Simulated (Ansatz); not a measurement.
Consider Zn16Se17 (cell charge −2, with a compensating background) (cell with a defect).

The calculation's input:

```
crystal:
  lattice:
    - [5.7317611754, -5.7317611754, -5.7317611754]
    - [-5.7317611754, -5.7317611754, 5.7317611754]
    - [-5.7317611754, 5.7317611754, -5.7317611754]
  atoms:
    - { symbol: Zn, position: [0.2493924703, 0.2537290568, 0.4984615569] }
    - { symbol: Zn, position: [0.257394558, 0.4984396168, 0.2529228411] }
    - { symbol: Zn, position: [0.2444922764, 0.7400376729, 0.0033871354] }
    - { symbol: Zn, position: [0.0032073755, 0.2454008875, 0.7521101946] }
    - { symbol: Zn, position: [0.2527672617, -0.0123269091, 0.7442009996] }
    - { symbol: Zn, position: [0.0176164732, 0.4924122367, 0.4996706469] }
    - { symbol: Zn, position: [0.0059914795, 0.7433108836, 0.2535526321] }
    - { symbol: Zn, position: [0.7416409309, 0.2370853734, -0.0039807545] }
    - { symbol: Zn, position: [0.9938167699, 0.983405378, 0.9947139266] }
    - { symbol: Zn, position: [0.7449600813, 0.4962280977, 0.7433653771] }
    - { symbol: Zn, position: [0.7879249495, 0.7448638556, 0.4989067401] }
    - { symbol: Zn, position: [0.4984671455, 0.2486578099, 0.2536238348] }
    - { symbol: Zn, position: [0.7505210443, -0.0069438582, 0.2463636418] }
    - { symbol: Zn, position: [0.4972752346, 0.4870172794, 0.002452612] }
    - { symbol: Zn, position: [0.4970250905, 0.7442187862, 0.7397118719] }
    - { symbol: Zn, position: [0.5044605677, 0.0306661623, 0.4995849404] }
    - { symbol: Se, position: [-0.0019817375, 0.240854629, 0.4993205106] }
    - { symbol: Se, position: [-0.0106351086, 0.4815900246, 0.2385775025] }
    - { symbol: Se, position: [-0.0048571178, 0.7380297954, -0.0010563345] }
    - { symbol: Se, position: [0.7558750488, 0.2507857755, 0.7549604492] }
    - { symbol: Se, position: [0.0086857505, -0.0022574766, 0.7542364825] }
    - { symbol: Se, position: [0.7712121736, 0.4804078958, 0.5014620816] }
    - { symbol: Se, position: [0.7522181109, 0.7424105119, 0.2432357954] }
    - { symbol: Se, position: [0.495763278, 0.2381100821, -0.0008557272] }
    - { symbol: Se, position: [0.7464999332, -0.010981165, -0.0060685741] }
    - { symbol: Se, position: [0.500668312, 0.4958162718, 0.7612984685] }
    - { symbol: Se, position: [0.3708259406, 0.7851081412, 0.5002032555] }
    - { symbol: Se, position: [0.2357646789, 0.2304242603, 0.2365528979] }
    - { symbol: Se, position: [0.5000869422, -0.0049752778, 0.2439845622] }
    - { symbol: Se, position: [0.2514530812, 0.4939509748, 0.0047377998] }
    - { symbol: Se, position: [0.250146144, 0.7416912243, 0.7611906558] }
    - { symbol: Se, position: [0.236087087, 0.0135288351, 0.4988040896] }
    - { symbol: Se, position: [0.5438435656, 0.6146724281, 0.4980249853] }
  host:
    lattice:
      - [0.0, 2.8658805877, 2.8658805877]
      - [2.8658805877, 0.0, 2.8658805877]
      - [2.8658805877, 2.8658805877, 0.0]
    atoms:
      - { symbol: Zn, position: [0.0, 0.0, 0.0] }
      - { symbol: Se, position: [0.75, 0.75, 0.75] }
total_charge: -2
basis:
  ecutwfc: 420
  xc_grid: 2
kpoints:
  mp_grid: { grid: [2, 2, 2], shift: [0.5, 0.5, 0.5] }
hamiltonian:
  xc: pbe
scf:
  occupations: { method: gaussian, width: 0.01 }
output:
  forces: true
  stress: false
  eigenvalues: true
  charged_corrections:
    defect_position: [0.5, 0.5, 0.5]
    epsilon: [[10.789, 0.0, 0.0], [0.0, 10.789, 0.0], [0.0, 0.0, 10.789]]
  write_density: true
  write_potential: true
  elf: true
  volumetric_format: npy
relax:
  adjacent_minimum: "off"
  f_tol: 0.025
  max_steps: 45
```

Command:

```sh
ansatz run input.yaml --threads 4 --pin off --max-ram 10240MiB --backend cpu --events-out ev --progress --plain --runs-dir out
```

The fields are those of the run's last geometry, not of the input's.

Computed with Ansatz 0.2.0, DFT PBE, scalar-relativistic, plane waves, PAW.

What will maps of the valence pseudo-density and electron localisation function show?

Answer. Zn–Se (2.38 Å): the density is about 0.52 e/Å³ at the midpoint; the ELF is about 0.60 at the midpoint.
Zn–Se (2.38 Å): ρ is about 0.52 e/Å³ halfway; the ELF is about 0.60 at the midpoint.
Zn–Se (2.45 Å): ρ at the midpoint is about 0.46 e/Å³; the ELF is about 0.60 at the midpoint.
Zn–Se (2.51 Å): ρ is about 0.43 e/Å³ halfway, with its minimum of 0.36 e/Å³ about 1.1 Å from Zn; the ELF is about 0.60 at the midpoint.

Does the calculation give a band gap?

Answer. It is gapped, with a Kohn–Sham gap of 1.5 eV on the k-point mesh, an upper bound to the gap of this method.

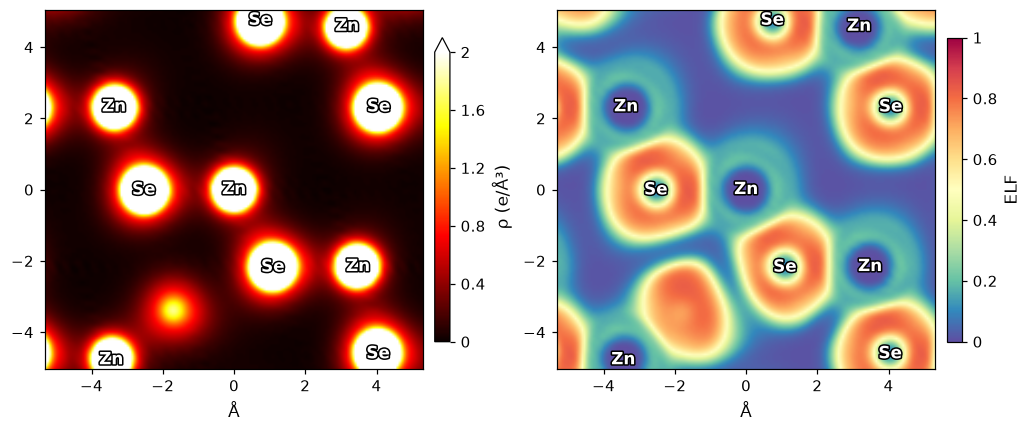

Computed valence pseudo-density and electron localisation function on the (010) plane of the calculation cell, in this order. Atoms just off the plane (Se, 0.7 Å away) can leave unmarked features too.
